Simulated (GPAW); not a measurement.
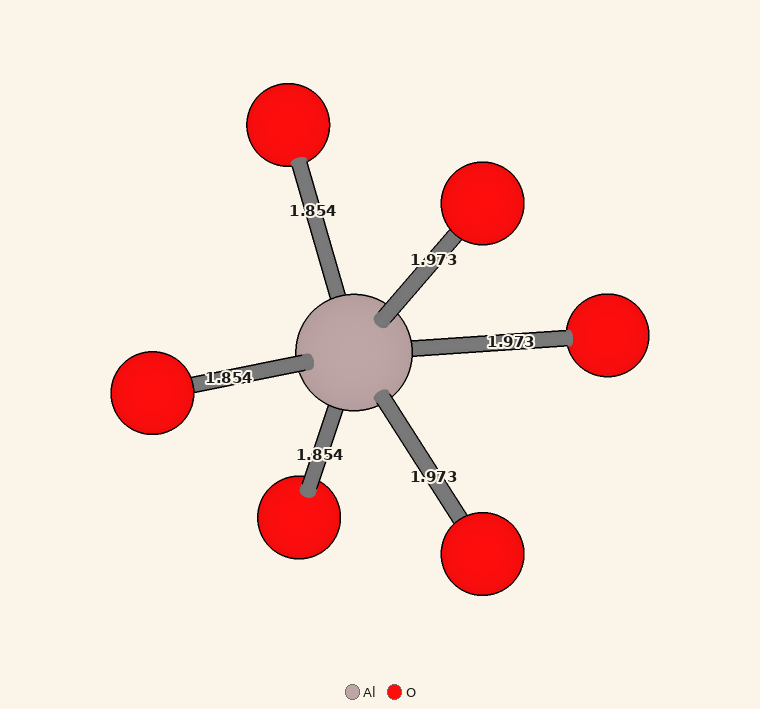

The surroundings of site Al1 (at 0.667, 0.333, 0.185) in Al2O3 (R-3c, No. 167), with bond lengths in Å.

Origin of the cell: an entry of the Crystallography Open Database, as set up for an electronic-structure calculation.

```
CELL_PARAMETERS angstrom
4.76050 0.00000 0.00000
-2.38025 4.12271 0.00000
0.00000 0.00000 12.99560
ATOMIC_POSITIONS crystal
Al 0.66667 0.33333 0.18549
Al 0.33333 0.66667 0.31451
Al 0.00000 0.00000 0.14784
Al 0.33333 0.66667 0.01883
O 0.97335 0.64001 0.08333
O 0.66667 0.02665 0.08333
O 0.35999 0.33333 0.08333
O 0.69332 0.69332 0.25000
O 0.00000 0.30668 0.25000
O 0.30668 0.00000 0.25000
Al 0.33333 0.66667 0.51883
Al 0.00000 0.00000 0.64784
Al 0.66667 0.33333 0.48117
Al 0.00000 0.00000 0.35216
O 0.64001 0.97335 0.41667
O 0.33333 0.35999 0.41667
O 0.02665 0.66667 0.41667
O 0.35999 0.02665 0.58333
O 0.66667 0.64001 0.58333
O 0.97335 0.33333 0.58333
Al 0.00000 0.00000 0.85216
Al 0.66667 0.33333 0.98117
Al 0.33333 0.66667 0.81451
Al 0.66667 0.33333 0.68549
O 0.30668 0.30668 0.75000
O 0.00000 0.69332 0.75000
O 0.69332 0.00000 0.75000
O 0.02665 0.35999 0.91667
O 0.33333 0.97335 0.91667
O 0.64001 0.66667 0.91667
```

Bond valence s = exp((R0 − d)/b), R0 fitted to published crystal structures with b = 0.37 Å; R0 in Å: Al3+–O 1.637.

> Calculate the bond-valence sum of Al1 from the bonds drawn.

3 × 0.556 + 3 × 0.403 = 2.88 v.u., against a formal valence of 3: underbonded (bonds long for this ion) by 0.12.

> And over the whole structure?

```
site              x, y, z  formal valence  bond-valence sum  difference
 Al1  0.667, 0.333, 0.185              +3              2.98       -0.02
  O1  0.973, 0.640, 0.083              −2              1.98       -0.02
```

These sums include all anions within 5 Å. The global instability index (root mean square of the differences over all atoms) is 0.02 v.u.: little strain. The cell was not relaxed for this table, and a volume that is off by a few per cent shifts all sums together.
